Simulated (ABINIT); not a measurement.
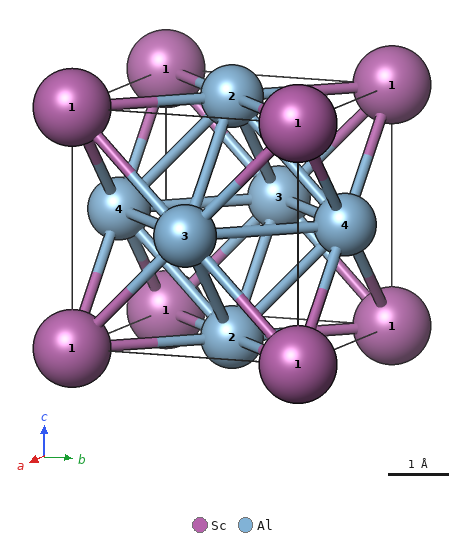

**Figure 1.** The structure as given in the input (ball-and-stick view of the cell of the calculation, seen slightly off an axis; atoms are numbered from 1 in the order of the input). Near neighbours in the crystal (not all of them lie inside the picture): Sc has 12 Al at 2.89 Å; Al has 8 Al at 2.89 Å and 4 Sc at 2.89 Å.

# Band-structure run of ScAl₃ (part 1 of 4)

ScAl₃ (Pm-3m, 4 atoms in the cell), computed with Kohn-Sham DFT of a periodic cell, WC, JTH PAW PBE v2.0, no spin polarisation (ABINIT 10.8.3).

The structure derives from a Materials Project entry.

The input:
```
# Datasets: ground state, then fixed potential
ndtset 2

# Pseudopotentials
pp_dirpath "./"
pseudos "Sc.GGA_PBE-JTH.xml, Al.GGA_PBE-JTH.xml"

# Structure
acell 3*1.0 Angstrom
rprim
     4.0878065700     0.0000000000     0.0000000000
     0.0000000000     4.0878065700     0.0000000000
     0.0000000000     0.0000000000     4.0878065700
ntypat 2
znucl 21 13
natom 4
typat 1 2 2 2
xred
     0.0000000000     0.0000000000     0.0000000000
     0.5000000000     0.5000000000     0.0000000000
     0.0000000000     0.5000000000     0.5000000000
     0.5000000000     0.0000000000     0.5000000000

# Plane-wave basis
ecut 15.0
pawecutdg 30.0

# Exchange and correlation
ixc 23

# Bands and occupations
occopt 3
tsmear 0.05 eV

# SCF cycle
nstep 100

# Output
iomode 3
prtwf 0
prteig 0
prtebands 0
enunit 1
prtden1 1
prtvha1 1
prtvclmb1 1
prtpot1 1

# Dataset 1
kptopt1 1
ngkpt1 7 7 7
nshiftk1 1
shiftk1 0.0 0.0 0.0
nband1 14
tolvrs1 1.0e-9

# Dataset 2: bands along G-X-M-G-R-X
iscf2 -2
getden2 1
nband2 20
nbdbuf2 4
tolwfr2 1.0e-11
kptopt2 -5
ndivsm2 6
prteig2 1
kptbounds2
     0.0000000000     0.0000000000     0.0000000000
     0.0000000000     0.5000000000     0.0000000000
     0.5000000000     0.5000000000     0.0000000000
     0.0000000000     0.0000000000     0.0000000000
     0.5000000000     0.5000000000     0.5000000000
     0.0000000000     0.5000000000     0.0000000000
```

Command:
```bash
abinit run.abi > log 2>&1
```

What the program printed:
```
.Version 10.8.3 of ABINIT
 DATASET    1 : space group Pm -3 m (#221); Bravais cP (primitive cubic)
================================================================================
 Values of the parameters that define the memory need for DATASET  1.
     intxc =       0    ionmov =       0      iscf =      17    lmnmax =      18
     lnmax =       6     mgfft =      30  mpssoang =       3    mqgrid =    3001
     natom =       4  nloc_mem =       2    nspden =       1   nspinor =       1
    nsppol =       1      nsym =      48    n1xccc =       1    ntypat =       2
    occopt =       3   xclevel =       2
       mpw =        1293          nfft =       27000          nkpt =          20
 PAW method is used; the additional fine FFT grid is defined by:
   mgfftf=        40    nfftf =     64000
================================================================================
================================================================================

 DATASET    2 : space group Pm -3 m (#221); Bravais cP (primitive cubic)
================================================================================
 Values of the parameters that define the memory need for DATASET  2.
     intxc =       0    ionmov =       0      iscf =      -2    lmnmax =      18
     lnmax =       6     mgfft =      30  mpssoang =       3    mqgrid =    3001
     natom =       4  nloc_mem =       2    nspden =       1   nspinor =       1
    nsppol =       1      nsym =      48    n1xccc =       1    ntypat =       2
    occopt =       3   xclevel =       2
       mpw =        1303          nfft =       27000          nkpt =          39
 PAW method is used; the additional fine FFT grid is defined by:
   mgfftf=        40    nfftf =     64000
================================================================================
================================================================================

--------------------------------------------------------------------------------
------------- Echo of variables that govern the present computation ------------
--------------------------------------------------------------------------------
 -outvars: echo values of preprocessed input variables --------
            acell      1.8897261259E+00  1.8897261259E+00  1.8897261259E+00 Bohr
              amu      4.49559100E+01  2.69815390E+01
             ecut      1.50000000E+01 Hartree
           enunit           1
           getden1          0
           getden2          1
             iscf1         17
             iscf2         -2
              ixc          23
           jdtset        1    2
           kptopt1          1
           kptopt2         -5
         kptrlatt        7    0    0      0    7    0      0    0    7
          kptrlen1     5.40738441E+01
          kptrlen2     3.00000000E+01
            natom           4
            nband1         14
            nband2         20
           nbdbuf1          0
           nbdbuf2          4
           ndtset           2
           ndivsm1          0
           ndivsm2          6
            ngfft          30      30      30
          ngfftdg          40      40      40
             nkpt1         20
             nkpt2         39
            nstep         100
             nsym          48
           ntypat           2
           occopt           3
        pawecutdg      3.00000000E+01 Hartree
         pawxcdev           0
        prtebands           0
           prteig1          0
           prteig2          1
           prtpot1          1
           prtpot2          0
         prtvclmb1          1
         prtvclmb2          0
           prtvha1          1
           prtvha2          0
            prtwf           0
            rprim      4.0878065700E+00  0.0000000000E+00  0.0000000000E+00
                       0.0000000000E+00  4.0878065700E+00  0.0000000000E+00
                       0.0000000000E+00  0.0000000000E+00  4.0878065700E+00
           shiftk1     0.00000000E+00  0.00000000E+00  0.00000000E+00
           shiftk2     5.00000000E-01  5.00000000E-01  5.00000000E-01
          spgroup         221
           tolvrs1     1.00000000E-09
           tolvrs2     0.00000000E+00
           tolwfr1     0.00000000E+00
           tolwfr2     1.00000000E-11
           tsmear      1.83746611E-03 Hartree
            typat      1  2  2  2
           useylm           1
           xangst      0.0000000000E+00  0.0000000000E+00  0.0000000000E+00
                       2.0439032850E+00  2.0439032850E+00  0.0000000000E+00
                       0.0000000000E+00  2.0439032850E+00  2.0439032850E+00
                       2.0439032850E+00  0.0000000000E+00  2.0439032850E+00
            xcart      0.0000000000E+00  0.0000000000E+00  0.0000000000E+00
                       3.8624174365E+00  3.8624174365E+00  0.0000000000E+00
                       0.0000000000E+00  3.8624174365E+00  3.8624174365E+00
                       3.8624174365E+00  0.0000000000E+00  3.8624174365E+00
             xred      0.0000000000E+00  0.0000000000E+00  0.0000000000E+00
                       5.0000000000E-01  5.0000000000E-01  0.0000000000E+00
                       0.0000000000E+00  5.0000000000E-01  5.0000000000E-01
                       5.0000000000E-01  0.0000000000E+00  5.0000000000E-01
            znucl       21.00000   13.00000

================================================================================

 chkinp: Checking input parameters for consistency, jdtset=   1.

 chkinp: Checking input parameters for consistency, jdtset=   2.

================================================================================
== DATASET  1 ==================================================================

--- !DatasetInfo
iteration_state: {dtset: 1, }
dimensions: {natom: 4, nkpt: 20, mband: 14, nsppol: 1, nspinor: 1, nspden: 1, mpw: 1293, }
cutoff_energies: {ecut:  15.0, pawecutdg:  30.0, }
electrons: {nelect:   2.00000000E+01, charge:   0.00000000E+00, occopt:   3.00000000E+00, tsmear:   1.83746611E-03, }
meta: {optdriver: 0, ionmov: 0, optcell: 0, iscf: 17, paral_kgb: 0, }
...

 Exchange-correlation functional for the present dataset will be:
  GGA: Wu Cohen functional - ixc=23
  Z. Wu and R. E. Cohen, PRB 73, 235116 (2006)

 Real(R)+Recip(G) space primitive vectors, cartesian coordinates (Bohr,Bohr^-1):
 R(1)=  7.7248349  0.0000000  0.0000000  G(1)=  0.1294526  0.0000000  0.0000000
 R(2)=  0.0000000  7.7248349  0.0000000  G(2)=  0.0000000  0.1294526  0.0000000
 R(3)=  0.0000000  0.0000000  7.7248349  G(3)=  0.0000000  0.0000000  0.1294526
 Unit cell volume ucvol=  4.6096464E+02 bohr^3
 Angles (23,13,12)=  9.00000000E+01  9.00000000E+01  9.00000000E+01 degrees

 Coarse grid specifications (used for wave-functions):

 getcut: wavevector=  0.0000  0.0000  0.0000  ngfft=  30  30  30
         ecut(hartree)=     15.000   => boxcut(ratio)=   2.22752

 getcut : COMMENT -
  Note that boxcut > 2.2 ; recall that boxcut=Gcut(box)/Gcut(sphere) = 2
  is sufficient for exact treatment of convolution.
  Such a large boxcut is a waste : you could raise ecut
  e.g. ecut=   18.606893 Hartrees makes boxcut=2

 Fine grid specifications (used for densities):

 getcut: wavevector=  0.0000  0.0000  0.0000  ngfft=  40  40  40
         ecut(hartree)=     30.000   => boxcut(ratio)=   2.10012

--- Pseudopotential description ------------------------------------------------
- pspini: atom type   1  psp file is ./Sc.GGA_PBE-JTH.xml
 Pseudopotential format is: paw10
 basis_size (lnmax)=  6 (lmn_size= 18), orbitals=   0   0   1   1   2   2
 Spheres core radius: rc_sph= 2.41050872
 Shapefunction is BESSEL type: shapef(r,l)=aa(1,l)*jl(q(1,l)*r)+aa(2,l)*jl(q(2,l)*r)
 Radius for shape functions =  2.10063212
 Compensation charge density is not taken into account in XC energy/potential

- pspini: atom type   2  psp file is ./Al.GGA_PBE-JTH.xml
 Pseudopotential format is: paw10
 basis_size (lnmax)=  4 (lmn_size=  8), orbitals=   0   0   1   1
 Spheres core radius: rc_sph= 1.90363307
 Shapefunction is SIN type: shapef(r)=[sin(pi*r/rshp)/(pi*r/rshp)]**2
 Radius for shape functions =  1.60786206
 Compensation charge density is not taken into account in XC energy/potential

   9.45826179E+01                                ecore*ucvol(ha*bohr**3)
--------------------------------------------------------------------------------

================================================================================

--- !BeginCycle
iteration_state: {dtset: 1, }
solver: {iscf: 17, nstep: 100, nline: 4, wfoptalg: 10, }
tolerances: {tolvrs: 1.00E-09, }
...

     iter   Etot(hartree)      deltaE(h)  residm     nres2
 ETOT  1  -53.232150113797    -5.323E+01 2.892E-01 1.235E+00
 ETOT  2  -53.392866842591    -1.607E-01 4.135E-02 2.186E-01
 ETOT  3  -53.392041324426     8.255E-04 1.025E-02 7.748E-02
 ETOT  4  -53.391948738217     9.259E-05 8.067E-03 1.699E-02
 ETOT  5  -53.391856950220     9.179E-05 9.270E-03 4.129E-04
 ETOT  6  -53.391858164585    -1.214E-06 1.004E-03 1.377E-05
 ETOT  7  -53.391858104325     6.026E-08 6.656E-04 2.541E-06
 ETOT  8  -53.391858108282    -3.956E-09 1.085E-04 3.091E-07
 ETOT  9  -53.391858108235     4.675E-11 1.262E-04 8.655E-09
 ETOT 10  -53.391858108251    -1.570E-11 6.412E-05 2.362E-10

 At SCF step   10       nres2   =  2.36E-10 < tolvrs=  1.00E-09 =>converged.

 Cartesian components of stress tensor (hartree/bohr^3)
  sigma(1 1)=  2.97783277E-05  sigma(3 2)=  0.00000000E+00
  sigma(2 2)=  2.97783277E-05  sigma(3 1)=  0.00000000E+00
  sigma(3 3)=  2.97783277E-05  sigma(2 1)=  0.00000000E+00

--- !ResultsGS
iteration_state: {dtset: 1, }
comment   : Summary of ground state results
lattice_vectors:
- [  7.7248349,   0.0000000,   0.0000000, ]
- [  0.0000000,   7.7248349,   0.0000000, ]
- [  0.0000000,   0.0000000,   7.7248349, ]
lattice_lengths: [   7.72483,    7.72483,    7.72483, ]
lattice_angles: [ 90.000,  90.000,  90.000, ] # degrees, (23, 13, 12)
lattice_volume:   4.6096464E+02
convergence: {deltae: -1.570E-11, res2:  2.362E-10, residm:  6.412E-05, diffor: null, }
etotal    :  -5.33918581E+01
entropy   :   0.00000000E+00
fermie    :   3.21146912E-01
cartesian_stress_tensor: # hartree/bohr^3
- [  2.97783277E-05,   0.00000000E+00,   0.00000000E+00, ]
- [  0.00000000E+00,   2.97783277E-05,   0.00000000E+00, ]
- [  0.00000000E+00,   0.00000000E+00,   2.97783277E-05, ]
pressure_GPa:  -8.7611E-01
xred      :
- [  0.0000E+00,   0.0000E+00,   0.0000E+00, Sc]
- [  5.0000E-01,   5.0000E-01,   0.0000E+00, Al]
- [  0.0000E+00,   5.0000E-01,   5.0000E-01, Al]
- [  5.0000E-01,   0.0000E+00,   5.0000E-01, Al]
cartesian_forces: # hartree/bohr
- [ -0.00000000E+00,  -0.00000000E+00,  -0.00000000E+00, ]
- [ -0.00000000E+00,  -0.00000000E+00,  -0.00000000E+00, ]
- [ -0.00000000E+00,  -0.00000000E+00,  -0.00000000E+00, ]
- [ -0.00000000E+00,  -0.00000000E+00,  -0.00000000E+00, ]
force_length_stats: {min:   0.00000000E+00, max:   0.00000000E+00, mean:   0.00000000E+00, }
...

 Integrated electronic density in atomic spheres:
 ------------------------------------------------
 Atom  Sphere_radius  Integrated_density
    1        2.41051          9.34259664
    2        1.90363          0.74424431
    3        1.90363          0.74424431
    4        1.90363          0.74424431

================================================================================

 ----iterations are completed or convergence reached----

 Mean square residual over all n,k,spin=   44.077E-08; max=  64.119E-06
 reduced coordinates (array xred) for    4 atoms
       0.000000000000      0.000000000000      0.000000000000
       0.500000000000      0.500000000000      0.000000000000
       0.000000000000      0.500000000000      0.500000000000
       0.500000000000      0.000000000000      0.500000000000
 rms dE/dt=  0.0000E+00; max dE/dt=  0.0000E+00; dE/dt below (all hartree)
    1       0.000000000000      0.000000000000      0.000000000000
    2       0.000000000000      0.000000000000      0.000000000000
    3       0.000000000000      0.000000000000      0.000000000000
    4       0.000000000000      0.000000000000      0.000000000000

 cartesian coordinates (angstrom) at end:
    1      0.00000000000000     0.00000000000000     0.00000000000000
    2      2.04390328500000     2.04390328500000     0.00000000000000
    3      0.00000000000000     2.04390328500000     2.04390328500000
    4      2.04390328500000     0.00000000000000     2.04390328500000

 cartesian forces (hartree/bohr) at end:
    1     -0.00000000000000    -0.00000000000000    -0.00000000000000
    2     -0.00000000000000    -0.00000000000000    -0.00000000000000
    3     -0.00000000000000    -0.00000000000000    -0.00000000000000
    4     -0.00000000000000    -0.00000000000000    -0.00000000000000
 frms,max,avg= 0.0000000E+00 0.0000000E+00   0.000E+00  0.000E+00  0.000E+00 h/b

 cartesian forces (eV/Angstrom) at end:
    1     -0.00000000000000    -0.00000000000000    -0.00000000000000
    2     -0.00000000000000    -0.00000000000000    -0.00000000000000
    3     -0.00000000000000    -0.00000000000000    -0.00000000000000
    4     -0.00000000000000    -0.00000000000000    -0.00000000000000
 frms,max,avg= 0.0000000E+00 0.0000000E+00   0.000E+00  0.000E+00  0.000E+00 e/A
 length scales=  1.889726125908  1.889726125908  1.889726125908 bohr
              =  1.000000000000  1.000000000000  1.000000000000 angstroms
 Fermi (or HOMO) energy (eV) =   8.73885   Average Vxc (eV)= -10.11425
 Eigenvalues (   eV  ) for nkpt=  20  k points:
 kpt#   1, nband= 14, wtk=  0.00292, kpt=  0.0000  0.0000  0.0000 (reduced coord)
 -39.99249  -18.78667  -18.78667  -18.78667   -1.18649    6.21019    6.21019    7.02219
   7.02219    7.02219   10.11514   10.12539   10.12539   10.12539
 prteigrs : prtvol=0 or 1, do not print more k-points.

--- !EnergyTerms
iteration_state     : {dtset: 1, }
comment             : Components of total free energy in Hartree
kinetic             :  9.12403653815440E+00
hartree             :  1.50557095296250E+01
xc                  : -6.43647388991261E+00
Ewald energy        : -3.66813959282227E+01
psp_core            :  2.05184106061636E-01
local_psp           : -4.48181180238851E+01
PAW spherical_terms :  1.01596639503030E+01
internal            : -5.33913937178763E+01
'-kT*entropy'       : -4.70971373644480E-04
total_energy        : -5.33918646892500E+01
total_energy_eV     : -1.45286665245234E+03
...

--- !EnergyTermsDC
iteration_state     : {dtset: 1, }
comment             : '"Double-counting" decomposition of free energy'
band_energy         : -4.87706202367874E+00
Ewald energy        : -3.66813959282227E+01
psp_core            :  2.05184106061636E-01
xc_dc               : -1.41565840725160E+01
PAW spherical_terms :  2.11847078147881E+00
internal            : -5.33913871368771E+01
'-kT*entropy'       : -4.70971373644480E-04
total_energy_dc     : -5.33918581082507E+01
total_energy_dc_eV  : -1.45286647337422E+03
...

--- !EnergyTermsWithPAWCore
iteration_state     : {dtset: 1, }
comment             : 'Components of total free energy, including PAW core contributions'
Total energy        : -1.49181430936599E+03
Total energy DC     : -1.49181430278499E+03
Total energy (eV)   : -4.05943353794394E+04
Total energy DC (eV): -4.05943352003612E+04
...

 Cartesian components of stress tensor (hartree/bohr^3)
  sigma(1 1)=  2.97783277E-05  sigma(3 2)=  0.00000000E+00
  sigma(2 2)=  2.97783277E-05  sigma(3 1)=  0.00000000E+00
  sigma(3 3)=  2.97783277E-05  sigma(2 1)=  0.00000000E+00

-Cartesian components of stress tensor (GPa)         [Pressure= -8.7611E-01 GPa]
- sigma(1 1)=  8.76108648E-01  sigma(3 2)=  0.00000000E+00
- sigma(2 2)=  8.76108648E-01  sigma(3 1)=  0.00000000E+00
- sigma(3 3)=  8.76108648E-01  sigma(2 1)=  0.00000000E+00

================================================================================
== DATASET  2 ==================================================================

--- !DatasetInfo
iteration_state: {dtset: 2, }
dimensions: {natom: 4, nkpt: 39, mband: 20, nsppol: 1, nspinor: 1, nspden: 1, mpw: 1303, }
cutoff_energies: {ecut:  15.0, pawecutdg:  30.0, }
electrons: {nelect:   2.00000000E+01, charge:   0.00000000E+00, occopt:   3.00000000E+00, tsmear:   1.83746611E-03, }
meta: {optdriver: 0, ionmov: 0, optcell: 0, iscf: -2, paral_kgb: 0, }
...

 mkfilename : getden/=0, take file _DEN from output of DATASET   1.

 Exchange-correlation functional for the present dataset will be:
  GGA: Wu Cohen functional - ixc=23
  Z. Wu and R. E. Cohen, PRB 73, 235116 (2006)
```
